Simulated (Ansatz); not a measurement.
**AgBr: 6 runs along one coordinate**

System: AgBr (Fm-3m, 2 atoms in the cell).
Method: Kohn-Sham DFT of a periodic cell, RPBE with D4, Ansatz PAW, no spin polarisation (Ansatz 0.2.0).

The 6 runs differ only in the geometry, by an even scaling of the cell at fixed fractional positions. The structure derives from an entry of the Crystallography Open Database.

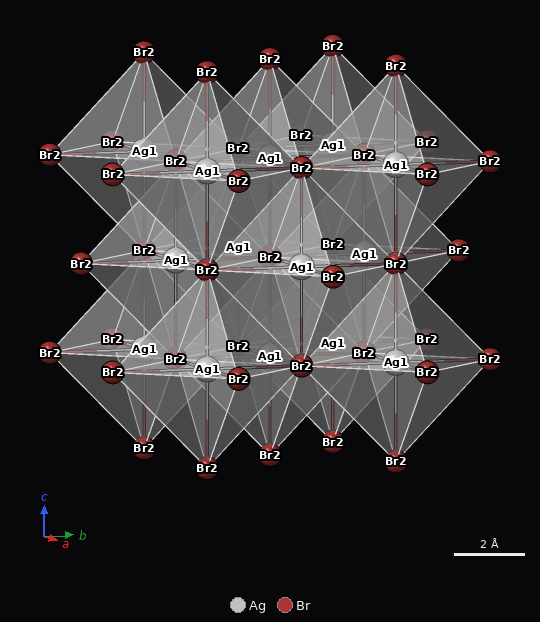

Figure 1. The structure of run 4 (polyhedral view of the cell 4 times as large as that of the calculation, set on its symmetry axes, seen slightly off an axis; polyhedra are completed across the faces of the cell; atoms are numbered from 1 in the order of the input).

### Input of run 4
```yaml
crystal:
  lattice:
    - [0.0, 2.87015, 2.87015]
    - [2.87015, 0.0, 2.87015]
    - [2.87015, 2.87015, 0.0]
  atoms:
    - { symbol: Ag, position: [0.0, 0.0, 0.0] }
    - { symbol: Br, position: [0.5, 0.5, 0.5] }
hamiltonian:
  xc: rpbe
  pseudopotentials: { kind: paw }
  dispersion: d4
kpoints:
  mp_grid: { grid: [8, 8, 8] }
scf:
  occupations: { method: fermi_dirac, width: 0.05 }
output:
  forces: true
  stress: true
  eigenvalues: true
```

Command:
```bash
ansatz run input.yaml --threads 2 --pin off --max-ram 5120MiB --backend cpu --events-out ev --progress --plain --runs-dir out
```

Run 3 differs from it as follows:
```diff
-    - [0.0, 2.87015, 2.87015]
-    - [2.87015, 0.0, 2.87015]
-    - [2.87015, 2.87015, 0.0]
+    - [0.0, 2.8508866679, 2.8508866679]
+    - [2.8508866679, 0.0, 2.8508866679]
+    - [2.8508866679, 2.8508866679, 0.0]
```

### Results, with one run withheld

| run | volume per atom (Å³) | free energy per atom, from the lowest run given (meV) | pressure (GPa) | gap on the mesh (eV) |
| --- | --- | --- | --- | --- |
| 1 | 22.225 | 11.27 | 2.99 | 0.83 |
| 2 | 22.698 | 4.27 | 1.77 | 0.84 |
| 3 | 23.171 | ? | ? | ? |
| 4 | 23.644 | 0.00 | −0.24 | 0.84 |
| 5 | 24.116 | 1.95 | −1.07 | 0.85 |
| 6 | 25.062 | 12.43 | −2.43 | 0.87 |

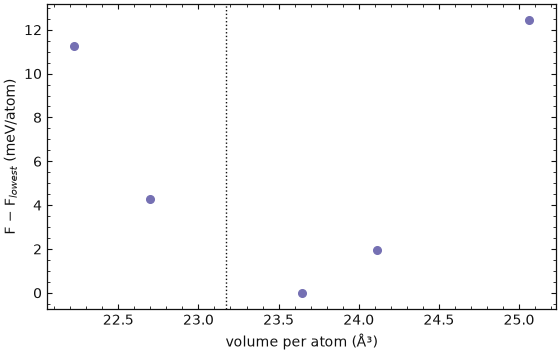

Figure 2. Free energy per atom of the runs given; the dotted line marks run 3.

Estimate the energy of run 3 from the others.

A cubic polynomial in V^(−2/3) (the Birch–Murnaghan form), fitted to the 5 runs given, misses them by under 0.01 meV per atom. With x = V^(−2/3) − 0.12184 Å⁻², it reads F = −0.095025 + 13.635 x + 5.0512e+05 x² + 3.0755e+06 x³ (meV per atom). At run 3 it gives 0.65 meV per atom, and the run itself gives 0.65. The slope of the fit gives a pressure −dF/dV of 0.70 GPa there, and the run prints 0.70 GPa. The fit has its minimum at 23.517 Å³ per atom, where V d²F/dV² gives 45.4 GPa: the bulk modulus at this level, since symmetry fixes the shape and the positions. The gap on the mesh goes, without turning, from 0.83 eV in run 1 to 0.87 eV in run 6; run 3 has 0.84 eV. These are gaps of this functional on this mesh, which can miss the band edges; they aren't the measured gap.

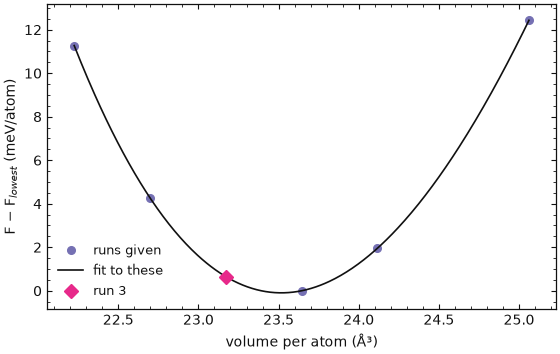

Figure 3. The fit and the withheld run.

### Output, shortened to warnings, some set-up lines, iterations and results (run 3)
```
Basis set: ecut = 420 eV, 893 PW (Γ), exchange–correlation on 54×54×54 points (8 copies of the dense FFT grid, shifted against one another)
Symmetry: 48 space group operations
k-points: 29 of 512
Initial density: superposition of atomic densities (neutral atoms: chi_scale 0, normalization atom), corrected by the library's trained network
[...]
SCF iter   1: F=—  HF=-10390.092084 eV  |F-HF|=—  |Δ(HF+E_count)|=         —  Δρ=3.74e-3  dr2=6.20e-3  ethr=1.77e-3  ⟨swp⟩=5.3  Hψ=2400  notcnv=0
SCF iter   2: F=—  HF=-10390.092887 eV  |F-HF|=—  |Δ(HF+E_count)|=   8.03e-4  Δρ=1.90e-3  dr2=1.16e-3  ethr=2.39e-5  ⟨swp⟩=3.0  Hψ=1153  notcnv=0
SCF iter   3: F=—  HF=-10390.092656 eV  |F-HF|=—  |Δ(HF+E_count)|=   2.32e-4  Δρ=7.02e-4  dr2=1.46e-4  ethr=4.46e-6  ⟨swp⟩=2.4  Hψ=788  notcnv=0
SCF iter   4: F=—  HF=-10390.092694 eV  |F-HF|=—  |Δ(HF+E_count)|=   3.85e-5  Δρ=2.07e-4  dr2=1.76e-5  ethr=5.62e-7  ⟨swp⟩=2.1  Hψ=734  notcnv=0
SCF iter   5: F=—  HF=-10390.092689 eV  |F-HF|=—  |Δ(HF+E_count)|=   5.39e-6  Δρ=2.30e-5  dr2=2.42e-7  ethr=6.76e-8  ⟨swp⟩=2.1  Hψ=679  notcnv=0
SCF iter   6: F=-10390.092689 eV  HF=-10390.092689 eV  |F-HF|=6.52e-9  |Δ(HF+E_count)|=   2.99e-7  Δρ=3.56e-6  dr2=3.72e-9  ethr=3.85e-10  ⟨swp⟩=6.3  Hψ=2392  notcnv=0
SCF 1 converged in 6 iterations: F = -10390.092689 eV  dr2 = 3.72e-9
SCF converged after 6 iterations
Free energy (F): -10390.092689 eV
Harris-Foulkes:  -10390.092689 eV  (|F-HF|=6.52e-9)
Internal energy: -10390.092685 eV  (E = F + TS)
E sigma→0 (E₀):  -10390.092687 eV
Entropy (-TS):   -0.000004 eV (-0.002 meV/atom)
Fermi energy:    9.162137 eV
--- Per-component energies (eV) ---
  E_band       = -351.209365
  E_kinetic    = 662.644870
  E_local      = -3296.214049  (includes V_loc(G=0)·N_el)
  E_nonlocal   = 152.518948
  E_hartree    = 1446.868204
  E_xc         = -448.808148
  E_vxc        = -336.208599  (∫ρ·V_xc dr)
  E_paw        = -6165.708748  (= ΣΔE_a)
  E_vpaw       = -427.689386  (= ΣTr[D̂ρ^β])
  E_aug_tail   = 0.000335  (compensation charges beyond the density's cutoff)
  E_ewald      = -2739.706359
  E_disp       = -1.517611  (pairwise vdW)
  E_core_change = -0.170128  (= ΣΔE_core)
  E_smearing   = -0.000004  (= −TS)
  E_closure    = 0.000000  (closes the sum)
  Σ components = -10390.092689   (vs F -10390.092689, Δ=0.00e0)
--- Forces (eV/Å), atoms counted from 1 ---
  atom   1  Ag    -0.00000000     0.00000000     0.00000000
  atom   2  Br     0.00000000     0.00000000    -0.00000000
  max |Σ_I F_I| component: 5.26e-31 eV/Å
--- Stress (GPa, compression-positive) ---
        0.701366       0.000000       0.000000
        0.000000       0.701366      -0.000000
        0.000000       0.000000       0.701366
  P = ⅓ Tr σ = 0.7014 GPa (7.014 kbar)
```

Notes: Points of doubt noted for this run: forces on files of another functional.
